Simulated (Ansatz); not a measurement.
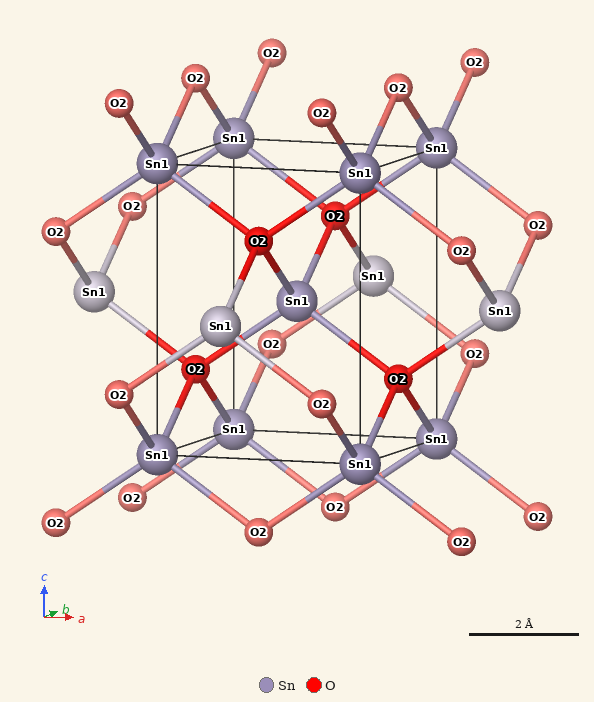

Fig. 1: The structure as given in the input (ball-and-stick view of the cell 2 times as large as that of the calculation, set on its symmetry axes, seen slightly off an axis; neighbours outside the cell are drawn fainter; atoms are numbered from 1 in the order of the input).

## SnO: a changed input and its effect

System: SnO (2 atoms in the cell).
Method of the first run: DFT, PBE, plane waves, PAW, no spin polarisation (Ansatz 0.2.0).

The structure was built on a prototype by a generator. The geometry comes from this level: r2SCAN (a point of a series of strains). Text and figures count atoms from 1; the logs count them from 0 in places.

**The input, the first run**
```yaml
crystal:
  lattice:
    - [0.0, 2.8292719262, 2.7082147278]
    - [2.8292719262, 0.0, 2.7082147278]
    - [2.8292719262, 2.8292719262, 0.0]
  atoms:
    - { symbol: Sn, position: [0.0, 0.0, 0.0] }
    - { symbol: O, position: [0.25, 0.25, 0.25] }
kpoints:
  mp_grid: { grid: [8, 8, 8] }
  band_path:
    path:
      - [0.0, 0.0, 0.0]
      - [-0.5, -0.5, 0.0]
      - [-0.375, -0.375, 0.25]
      - [-0.375, 0.0, 0.375]
      - [0.0, 0.0, 0.5]
      - [-0.5, -0.25, 0.25]
      - [-0.5, -0.4, 0.1]
    npoints: 1
hamiltonian:
  xc: pbe
scf:
  occupations: { method: fermi_dirac, width: 0.02 }
  n_extra_bands: 4
output:
  forces: true
  stress: true
  eigenvalues: true
```

Command:
```bash
ansatz run input.yaml --threads 4 --pin off --max-ram 3686MiB --backend cpu --events-out ev --progress --plain --runs-dir out
```

Hardware: 4 threads of an x86-64 CPU, shared host.

**Output, shortened to warnings, some set-up lines, iterations and results (the first run)**
```
Basis set: ecut = 420 eV, 845 PW (Γ), exchange–correlation on 54×54×54 points (8 copies of the dense FFT grid, shifted against one another)
Symmetry: 8 space group operations
k-points: 59 of 512 (time reversal used)
Initial density: superposition of atomic densities (neutral atoms: chi_scale 0, normalization atom), corrected by the library's trained network
[...]
SCF iter   1: F=—  HF=-6590.764136 eV  |F-HF|=—  |Δ(HF+E_count)|=         —  Δρ=4.03e-3  dr2=7.27e-3  ethr=1.77e-3  ⟨swp⟩=5.9  Hψ=4718  notcnv=0
SCF iter   2: F=—  HF=-6590.764863 eV  |F-HF|=—  |Δ(HF+E_count)|=   7.27e-4  Δρ=6.10e-3  dr2=1.62e-2  ethr=3.64e-5  ⟨swp⟩=2.5  Hψ=1878  notcnv=0
SCF iter   3: F=—  HF=-6590.761942 eV  |F-HF|=—  |Δ(HF+E_count)|=   2.92e-3  Δρ=4.87e-4  dr2=4.27e-5  ethr=3.64e-5  ⟨swp⟩=2.0  Hψ=1306  notcnv=0
SCF iter   4: F=—  HF=-6590.762124 eV  |F-HF|=—  |Δ(HF+E_count)|=   1.82e-4  Δρ=2.46e-4  dr2=2.47e-5  ethr=2.13e-7  ⟨swp⟩=2.0  Hψ=1652  notcnv=0
SCF iter   5: F=—  HF=-6590.762109 eV  |F-HF|=—  |Δ(HF+E_count)|=   1.43e-5  Δρ=7.75e-5  dr2=2.80e-6  ethr=1.24e-7  ⟨swp⟩=2.0  Hψ=1133  notcnv=0
SCF iter   6: F=—  HF=-6590.762109 eV  |F-HF|=—  |Δ(HF+E_count)|=   4.43e-7  Δρ=3.48e-5  dr2=5.23e-7  ethr=1.40e-8  ⟨swp⟩=2.0  Hψ=1418  notcnv=0
SCF iter   7: F=-6590.762109 eV  HF=-6590.762109 eV  |F-HF|=2.48e-8  |Δ(HF+E_count)|=   2.02e-7  Δρ=7.45e-6  dr2=2.13e-8  ethr=5.00e-10  ⟨swp⟩=6.0  Hψ=3849  notcnv=0
SCF 1 converged in 7 iterations: F = -6590.762109 eV  dr2 = 2.13e-8
NSCF: frozen V_eff on 7 k-points
SCF converged after 7 iterations
Free energy (F): -6590.762109 eV
Harris-Foulkes:  -6590.762109 eV  (|F-HF|=2.48e-8)
Internal energy: -6590.761710 eV  (E = F + TS)
E sigma→0 (E₀):  -6590.761909 eV
Entropy (-TS):   -0.000399 eV (-0.199 meV/atom)
Fermi energy:    7.334975 eV
--- Per-component energies (eV) ---
  E_band       = -136.851268
  E_kinetic    = 356.767229
  E_local      = -1402.604005  (includes V_loc(G=0)·N_el)
  E_nonlocal   = 14.949633
  E_hartree    = 733.778658
  E_xc         = -456.260486
  E_vxc        = -189.492096  (∫ρ·V_xc dr)
  E_paw        = -4289.834429  (= ΣΔE_a)
  E_vpaw       = -384.035142  (= ΣTr[D̂ρ^β])
  E_aug_tail   = 0.002310  (compensation charges beyond the density's cutoff)
  E_ewald      = -1547.560621
  E_smearing   = -0.000399  (= −TS)
  E_closure    = 0.000000  (closes the sum)
  Σ components = -6590.762109   (vs F -6590.762109, Δ=0.00e0)
--- Forces (eV/Å), atoms counted from 1 ---
  atom   1  Sn    -0.00000000     0.00000000     0.00000000
  atom   2  O      0.00000000     0.00000000    -0.00000000
  max |Σ_I F_I| component: 5.55e-17 eV/Å
--- Stress (GPa, compression-positive) ---
       -3.025284      -0.000000       0.000000
        0.000000      -3.025284       0.000000
        0.000000       0.000000      -2.590382
  P = ⅓ Tr σ = -2.8803 GPa (-28.803 kbar)
```

For the second run the input was changed thus:
```diff
-  xc: pbe
+  xc: r2scan
+  write_density: true
+  write_potential: true
+  elf: true
+  volumetric_format: npy
```

What does this change do to the results?

The total energies belong to different methods, so their difference says nothing on which is more stable or more accurate. The pressure goes from −2.88 to −5.21 GPa. The functional changes from PBE to r2SCAN. The number of SCF iterations is the same. The default cutoff goes from 420 to 500 eV with the change. The plane waves at Γ go from 845 to 1097.

**Output, shortened to warnings, some set-up lines, iterations and results (the second run)**
```
Basis set: ecut = 500 eV, 1097 PW (Γ), exchange–correlation on 120×120×120 points (64 copies of the dense FFT grid, shifted against one another)
Symmetry: 8 space group operations
k-points: 59 of 512 (time reversal used)
Initial density: superposition of atomic densities (neutral atoms: chi_scale 0, normalization atom), corrected by the library's trained network
[...]
SCF iter   1: F=—  HF=-6605.983741 eV  |F-HF|=—  |Δ(HF+E_count)|=         —  Δρ=5.65e-3  dr2=1.38e-2  dr2_τ=2.58e-2  ethr=1.77e-3  ⟨swp⟩=6.0  Hψ=4811  notcnv=0
SCF iter   2: F=—  HF=-6606.003770 eV  |F-HF|=—  |Δ(HF+E_count)|=   2.00e-2  Δρ=5.01e-3  dr2=5.93e-3  dr2_τ=1.21e-3  ethr=6.89e-5  ⟨swp⟩=3.4  Hψ=2213  notcnv=0
SCF iter   3: F=—  HF=-6606.003085 eV  |F-HF|=—  |Δ(HF+E_count)|=   6.85e-4  Δρ=2.02e-3  dr2=2.25e-3  dr2_τ=1.58e-4  ethr=2.97e-5  ⟨swp⟩=2.0  Hψ=1352  notcnv=0
SCF iter   4: F=—  HF=-6606.002766 eV  |F-HF|=—  |Δ(HF+E_count)|=   3.20e-4  Δρ=7.91e-4  dr2=1.70e-4  dr2_τ=1.09e-5  ethr=1.12e-5  ⟨swp⟩=2.1  Hψ=1059  notcnv=0
SCF iter   5: F=—  HF=-6606.002758 eV  |F-HF|=—  |Δ(HF+E_count)|=   7.04e-6  Δρ=2.70e-4  dr2=1.38e-5  dr2_τ=1.48e-6  ethr=8.48e-7  ⟨swp⟩=2.5  Hψ=1382  notcnv=0
SCF iter   6: F=—  HF=-6606.002760 eV  |F-HF|=—  |Δ(HF+E_count)|=   1.62e-6  Δρ=6.01e-5  dr2=8.59e-7  dr2_τ=4.20e-8  ethr=6.92e-8  ⟨swp⟩=2.4  Hψ=1337  notcnv=0
SCF iter   7: F=-6606.002760 eV  HF=-6606.002760 eV  |F-HF|=8.89e-9  |Δ(HF+E_count)|=   3.31e-7  Δρ=1.08e-5  dr2=4.55e-8  dr2_τ=1.04e-9  ethr=5.00e-10  ⟨swp⟩=6.8  Hψ=5175  …
SCF 1 converged in 7 iterations: F = -6606.002760 eV  dr2 = 4.55e-8
NSCF: frozen V_eff on 7 k-points
SCF converged after 7 iterations
Free energy (F): -6606.002760 eV
Harris-Foulkes:  -6606.002760 eV  (|F-HF|=8.89e-9)
Internal energy: -6606.002358 eV  (E = F + TS)
E sigma→0 (E₀):  -6606.002559 eV
Entropy (-TS):   -0.000402 eV (-0.201 meV/atom)
Fermi energy:    7.244105 eV
--- Per-component energies (eV) ---
  E_band       = -150.786151
  E_kinetic    = 357.271957
  E_local      = -1403.542430  (includes V_loc(G=0)·N_el)
  E_nonlocal   = 13.804204
  E_hartree    = 735.287846
  E_xc         = -447.938770
  E_vxc        = -209.773500  (∫ρ·V_xc dr)
  E_paw        = -4314.028878  (= ΣΔE_a)
  E_vpaw       = -392.757043  (= ΣTr[D̂ρ^β])
  E_aug_tail   = 0.000954  (compensation charges beyond the density's cutoff)
  E_vtau       = 13.638144  (kinetic-family band-sum trace: ∫τ·v_τ [+ j·A + Jᵃ·Aᵃ] dr)
  E_ewald      = -1547.560621
  E_core_change = 0.703379  (= ΣΔE_core)
  E_smearing   = -0.000402  (= −TS)
  E_closure    = 0.000000  (closes the sum)
  Σ components = -6606.002760   (vs F -6606.002760, Δ=0.00e0)
--- Forces (eV/Å), atoms counted from 1 ---
  atom   1  Sn    -0.00000000    -0.00000000     0.00000000
  atom   2  O      0.00000000     0.00000000     0.00000000
  max |Σ_I F_I| component: 0.00e0 eV/Å
--- Stress (GPa, compression-positive) ---
       -5.363147       0.000000       0.000000
        0.000000      -5.363147       0.000000
       -0.000000       0.000000      -4.896927
  P = ⅓ Tr σ = -5.2077 GPa (-52.077 kbar)
```

**The two runs side by side**

| quantity | the first run | the second run |
| --- | --- | --- |
| outcome | converged | converged |
| free energy per atom (eV) | −3295.3811 | −3303.0014 |
| gap on the mesh (eV) | 0.00 | 0.00 |
| pressure (GPa) | −2.88 | −5.21 |
| largest force (eV/Å) | 0.000 | 0.000 |
| SCF iterations | 7 | 7 |
| irreducible k-points | 59 | 59 |
| plane waves at Γ | 845 | 1097 |
| wall time (shared host) | 4.5 s | 11 s |

For the second run: The cell is under a tension of 5.2 GPa at this level, so it is not at its equilibrium volume.
